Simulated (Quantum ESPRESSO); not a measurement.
# Single-point calculation, with input and output: Ag (part 1 of 2)

- system: Ag (1 atom in the cell)
- method: Kohn-Sham DFT of a periodic cell, PBEsol, GBRV 1.5 PBEsol, no spin polarisation (Quantum ESPRESSO 7.5)

The structure derives from a Materials Project entry. The volume is scaled by 0.98.

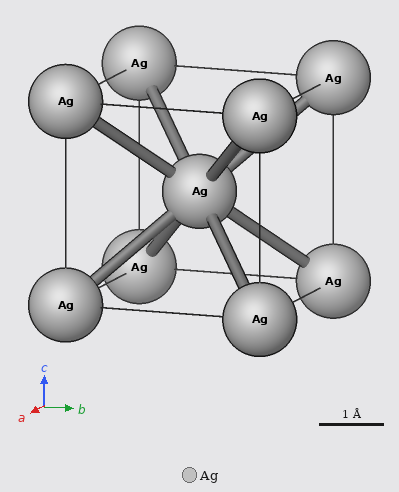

*The structure (ball-and-stick view of the cell 2 times as large as that of the calculation, set on its symmetry axes, seen slightly off an axis). An atom can appear more than once, as a periodic image.*

Near neighbours in the periodic cell (some may lie outside the picture): Ag has 8 Ag at 2.85 Å.

Input file
```
&CONTROL
  calculation = 'scf'
  prefix = 'pwscf'
  outdir = './tmp'
  pseudo_dir = './pseudo'
  tprnfor = .true.
  tstress = .true.
  disk_io = 'nowf'
/
&SYSTEM
  ibrav = 0
  nat = 1
  ntyp = 1
  ecutwfc = 56
  ecutrho = 448
  nbnd = 16
  occupations = 'smearing'
  smearing = 'fd'
  degauss = 0.00367493
/
&ELECTRONS
  conv_thr = 2d-10
  electron_maxstep = 120
  mixing_beta = 0.5
/
ATOMIC_SPECIES
Ag   107.8682 ag_pbesol_v1.4.uspp.F.UPF
CELL_PARAMETERS angstrom
  -1.6445418934    1.6445418934    1.6445418934
   1.6445418934   -1.6445418934    1.6445418934
   1.6445418934    1.6445418934   -1.6445418934
ATOMIC_POSITIONS crystal
Ag     0.0000000000    0.0000000000    0.0000000000
K_POINTS automatic
11 11 11 0 0 0
```

Machine: 2 threads of Arm Neoverse V2, 24 GiB of memory available, shared host.

Command:
```bash
OMP_NUM_THREADS=1 mpirun -n 2 pw.x -nk 2 -in pw.in > pw.out
```

What the program printed
```
This program is part of the open-source Quantum ESPRESSO suite
     for quantum simulation of materials; please cite
         "P. Giannozzi et al., J. Phys.:Condens. Matter 21 395502 (2009);
         "P. Giannozzi et al., J. Phys.:Condens. Matter 29 465901 (2017);
         "P. Giannozzi et al., J. Chem. Phys. 152 154105 (2020);
          URL
     in publications or presentations arising from this work. More details at

     Message from routine setup:
     using ibrav=0 with symmetry is DISCOURAGED, use correct ibrav instead

     K-points division:     npool     =       2
     Subspace diagonalization in iterative solution of the eigenvalue problem:
     a serial algorithm will be used

     G-vector sticks info
     --------------------
     sticks:   dense  smooth     PW     G-vecs:    dense   smooth      PW
     Sum         977     483    159                19237     6819    1253

     Using Slab Decomposition

     bravais-lattice index     =            0
     lattice parameter (alat)  =       5.3828  a.u.
     unit-cell volume          =     120.0581 (a.u.)^3
     number of atoms/cell      =            1
     number of atomic types    =            1
     number of electrons       =        19.00
     number of Kohn-Sham states=           16
     kinetic-energy cutoff     =      56.0000  Ry
     charge density cutoff     =     448.0000  Ry
     scf convergence threshold =      2.0E-10
     mixing beta               =       0.5000
     number of iterations used =            8  plain     mixing
     Exchange-correlation= SLA  PW   PSX  PSC
                           (   1   4  10   8   0   0   0)

     celldm(1)=   5.382753  celldm(2)=   0.000000  celldm(3)=   0.000000
     celldm(4)=   0.000000  celldm(5)=   0.000000  celldm(6)=   0.000000

     crystal axes: (cart. coord. in units of alat)
               a(1) = (  -0.577350   0.577350   0.577350 )
               a(2) = (   0.577350  -0.577350   0.577350 )
               a(3) = (   0.577350   0.577350  -0.577350 )

     reciprocal axes: (cart. coord. in units 2 pi/alat)
               b(1) = ( -0.000000  0.866025  0.866025 )
               b(2) = (  0.866025 -0.000000  0.866025 )
               b(3) = (  0.866025  0.866025  0.000000 )

     PseudoPot. # 1 for Ag read from file:
     ag_pbesol_v1.4.uspp.F.UPF
     Pseudo is Ultrasoft + core correction, Zval = 19.0
     Generated by new atomic code, or converted to UPF format
     Using radial grid of  887 points,  6 beta functions with:
                l(1) =   0
                l(2) =   0
                l(3) =   1
                l(4) =   1
                l(5) =   2
                l(6) =   2
     Q(r) pseudized with  6 coefficients,  rinner =    1.300   1.300   1.300
                                                       1.300   1.300

     atomic species   valence    mass     pseudopotential
     Ag               19.00   107.86820     Ag( 1.00)

     48 Sym. Ops., with inversion, found

   Cartesian axes

     site n.     atom                  positions (alat units)
         1        Ag     tau(   1) = (   0.0000000   0.0000000   0.0000000  )

     number of k points=    56  Fermi-Dirac smearing, width (Ry)=  0.0037
                       cart. coord. in units 2pi/alat
        k(    1) = (   0.0000000   0.0000000   0.0000000), wk =   0.0015026
        k(    2) = (   0.0787296   0.0787296   0.0000000), wk =   0.0180316
        k(    3) = (   0.1574592   0.1574592   0.0000000), wk =   0.0180316
        k(    4) = (   0.2361887   0.2361887   0.0000000), wk =   0.0180316
        k(    5) = (   0.3149183   0.3149183   0.0000000), wk =   0.0180316
        k(    6) = (   0.3936479   0.3936479   0.0000000), wk =   0.0180316
        k(    7) = (   0.1574592   0.0787296   0.0787296), wk =   0.0360631
        k(    8) = (   0.2361887   0.1574592   0.0787296), wk =   0.0721262
        k(    9) = (   0.3149183   0.2361887   0.0787296), wk =   0.0721262
        k(   10) = (   0.3936479   0.3149183   0.0787296), wk =   0.0721262
        k(   11) = (   0.4723775   0.3936479   0.0787296), wk =   0.0360631
        k(   12) = (   0.3149183   0.1574592   0.1574592), wk =   0.0360631
        k(   13) = (   0.3936479   0.2361887   0.1574592), wk =   0.0721262
        k(   14) = (   0.4723775   0.3149183   0.1574592), wk =   0.0721262
        k(   15) = (   0.4723775   0.2361887   0.2361887), wk =   0.0360631
        k(   16) = (   0.5511071   0.3149183   0.2361887), wk =   0.0360631
        k(   17) = (   0.1574592   0.1574592   0.1574592), wk =   0.0120210
        k(   18) = (   0.2361887   0.2361887   0.1574592), wk =   0.0360631
        k(   19) = (   0.3149183   0.3149183   0.1574592), wk =   0.0360631
        k(   20) = (   0.3936479   0.3936479   0.1574592), wk =   0.0360631
        k(   21) = (  -0.0000000  -0.0000000   0.1574592), wk =   0.0090158
        k(   22) = (   0.3149183   0.2361887   0.2361887), wk =   0.0360631
        k(   23) = (   0.3936479   0.3149183   0.2361887), wk =   0.0721262
        k(   24) = (   0.4723775   0.3936479   0.2361887), wk =   0.0360631
        k(   25) = (   0.0000000  -0.0787296   0.2361887), wk =   0.0360631
        k(   26) = (   0.4723775   0.3149183   0.3149183), wk =   0.0360631
        k(   27) = (  -0.0000000  -0.1574592   0.3149183), wk =   0.0360631
        k(   28) = (   0.0787296  -0.0787296   0.3149183), wk =   0.0360631
        k(   29) = (  -0.0000000  -0.2361887   0.3936479), wk =   0.0360631
        k(   30) = (   0.0787296  -0.1574592   0.3936479), wk =   0.0721262
        k(   31) = (  -0.0000000  -0.3149183   0.4723775), wk =   0.0360631
        k(   32) = (   0.0787296  -0.2361887   0.4723775), wk =   0.0721262
        k(   33) = (   0.1574592  -0.1574592   0.4723775), wk =   0.0360631
        k(   34) = (  -0.7872958  -0.3149183  -0.3149183), wk =   0.0360631
        k(   35) = (  -0.7085662  -0.2361887  -0.3149183), wk =   0.0721262
        k(   36) = (  -0.6298367  -0.2361887  -0.2361887), wk =   0.0120210
        k(   37) = (   0.3149183   0.3149183   0.3149183), wk =   0.0120210
        k(   38) = (   0.3936479   0.3936479   0.3149183), wk =   0.0360631
        k(   39) = (   0.0000000   0.0000000   0.3149183), wk =   0.0090158
        k(   40) = (   0.4723775   0.3936479   0.3936479), wk =   0.0120210
        k(   41) = (  -0.0000000  -0.0787296   0.3936479), wk =   0.0360631
        k(   42) = (  -0.0000000  -0.1574592   0.4723775), wk =   0.0360631
        k(   43) = (   0.0787296  -0.0787296   0.4723775), wk =   0.0360631
        k(   44) = (  -0.0000000  -0.2361887   0.5511071), wk =   0.0360631
        k(   45) = (   0.0787296  -0.1574592   0.5511071), wk =   0.0721262
        k(   46) = (  -0.7872958  -0.2361887  -0.2361887), wk =   0.0360631
        k(   47) = (  -0.7085662  -0.1574592  -0.2361887), wk =   0.0360631
        k(   48) = (  -0.0000000  -0.0000000   0.4723775), wk =   0.0090158
        k(   49) = (  -0.0000000  -0.0787296   0.5511071), wk =   0.0360631
        k(   50) = (  -0.0000000  -0.1574592   0.6298367), wk =   0.0360631
        k(   51) = (   0.0787296  -0.0787296   0.6298367), wk =   0.0360631
        k(   52) = (  -0.7872958  -0.1574592  -0.1574592), wk =   0.0360631
        k(   53) = (  -0.0000000  -0.0000000   0.6298367), wk =   0.0090158
        k(   54) = (  -0.0000000  -0.0787296   0.7085662), wk =   0.0360631
        k(   55) = (  -0.7872958  -0.0787296  -0.0787296), wk =   0.0120210
        k(   56) = (  -0.0000000  -0.0000000   0.7872958), wk =   0.0090158

     Dense  grid:    19237 G-vectors     FFT dimensions: (  40,  40,  40)

     Smooth grid:     6819 G-vectors     FFT dimensions: (  25,  25,  25)

     Initial potential from superposition of free atoms

     starting charge      18.5000, renormalised to      19.0000
     Starting wfcs are   13 randomized atomic wfcs +    3 random wfcs

     Self-consistent Calculation

     iteration #  1     ecut=    56.00 Ry     beta= 0.50
     Davidson diagonalization with overlap
     ethr =  1.00E-02,  avg # of iterations =  4.7

     total energy              =    -295.09723607 Ry
     estimated scf accuracy    <       1.25794196 Ry

     iteration #  2     ecut=    56.00 Ry     beta= 0.50
     Davidson diagonalization with overlap
     ethr =  6.62E-03,  avg # of iterations =  2.0

     total energy              =    -295.50179488 Ry
     estimated scf accuracy    <       0.27516140 Ry

     iteration #  3     ecut=    56.00 Ry     beta= 0.50
     Davidson diagonalization with overlap
     ethr =  1.45E-03,  avg # of iterations =  2.0

     total energy              =    -295.54875445 Ry
     estimated scf accuracy    <       0.00162277 Ry

     iteration #  4     ecut=    56.00 Ry     beta= 0.50
     Davidson diagonalization with overlap
     ethr =  8.54E-06,  avg # of iterations =  2.8

     total energy              =    -295.54930717 Ry
     estimated scf accuracy    <       0.00028867 Ry

     iteration #  5     ecut=    56.00 Ry     beta= 0.50
     Davidson diagonalization with overlap
     ethr =  1.52E-06,  avg # of iterations =  2.4

     total energy              =    -295.54937498 Ry
     estimated scf accuracy    <       0.00001019 Ry

     iteration #  6     ecut=    56.00 Ry     beta= 0.50
     Davidson diagonalization with overlap
     ethr =  5.36E-08,  avg # of iterations =  1.9

     total energy              =    -295.54937701 Ry
     estimated scf accuracy    <       0.00000003 Ry

     iteration #  7     ecut=    56.00 Ry     beta= 0.50
     Davidson diagonalization with overlap
     ethr =  1.78E-10,  avg # of iterations =  2.0

     total energy              =    -295.54937702 Ry
     estimated scf accuracy    <          6.7E-09 Ry

     iteration #  8     ecut=    56.00 Ry     beta= 0.50
     Davidson diagonalization with overlap
     ethr =  3.53E-11,  avg # of iterations =  2.0

     End of self-consistent calculation

          k = 0.0000 0.0000 0.0000 (   887 PWs)   bands (ev):

   -75.5285 -38.9473 -38.9473 -38.9473   8.7040  11.5268  11.5268  11.5268
    12.7909  12.7909  34.3286  34.3286  34.3286  39.7491  39.7491  39.7491

          k = 0.0787 0.0787 0.0000 (   867 PWs)   bands (ev):

   -75.5272 -38.9587 -38.9515 -38.9471   8.9660  11.4643  11.5376  11.6745
    12.7259  12.7958  33.4495  34.1511  34.4613  37.7198  37.8169  38.1983

          k = 0.1575 0.1575 0.0000 (   863 PWs)   bands (ev):

   -75.5239 -38.9896 -38.9627 -38.9467   9.6558  11.3001  11.6126  12.0890
    12.6179  12.8121  30.6348  33.0428  34.7902  35.7249  36.5783  37.6906

          k = 0.2362 0.2362 0.0000 (   858 PWs)   bands (ev):

   -75.5195 -39.0298 -38.9775 -38.9462  10.2354  11.0926  12.2150  12.6031
    12.6809  12.8412  27.0288  31.4900  33.3874  35.1630  36.3939  39.1329

          k = 0.3149 0.3149 0.0000 (   840 PWs)   bands (ev):

   -75.5154 -39.0666 -38.9909 -38.9457  10.2388  10.9089  12.6645  12.8763
    13.2874  13.8289  23.5251  30.2666  31.5489  35.4521  36.5486  41.3961

          k = 0.3936 0.3936 0.0000 (   850 PWs)   bands (ev):

   -75.5131 -39.0884 -38.9990 -38.9455  10.1273  10.8026  12.7251  12.9010
    13.6844  15.7551  20.6997  29.6142  30.5181  35.6021  36.7457  40.9554

          k = 0.1575 0.0787 0.0787 (   863 PWs)   bands (ev):

   -75.5249 -38.9803 -38.9558 -38.9499   9.4533  11.4040  11.4688  12.0031
    12.6227  12.8237  32.1069  32.6796  34.8240  35.3189  37.3521  38.4959

          k = 0.2362 0.1575 0.0787 (   862 PWs)   bands (ev):

   -75.5211 -39.0143 -38.9690 -38.9507  10.1803  11.2314  11.5573  12.5437
    12.6220  12.9012  28.9797  31.0023  33.2686  35.2523  38.0228  38.4378

          k = 0.3149 0.2362 0.0787 (   852 PWs)   bands (ev):

   -75.5169 -39.0503 -38.9853 -38.9505  10.4175  11.0291  12.2323  12.5969
    12.9199  13.7284  25.3586  29.7127  31.5783  35.6164  38.1831  39.3548

          k = 0.3936 0.3149 0.0787 (   843 PWs)   bands (ev):

   -75.5136 -39.0775 -38.9981 -38.9502  10.2950  10.8840  12.6291  12.7606
    13.2433  15.4063  22.0740  28.7965  30.4135  35.8721  38.1480  40.2832

          k = 0.4724 0.3936 0.0787 (   841 PWs)   bands (ev):

   -75.5124 -39.0876 -39.0028 -38.9501  10.2248  10.8320  12.7203  12.7584
    13.4783  16.7911  20.1808  28.4550  30.0006  35.9657  38.1856  40.3852

          k = 0.3149 0.1575 0.1575 (   847 PWs)   bands (ev):

   -75.5174 -39.0421 -38.9811 -38.9565  10.6230  11.2429  11.5170  12.5199
    12.9152  13.8060  27.3197  27.7360  31.8156  35.6057  38.4886  40.5911
```
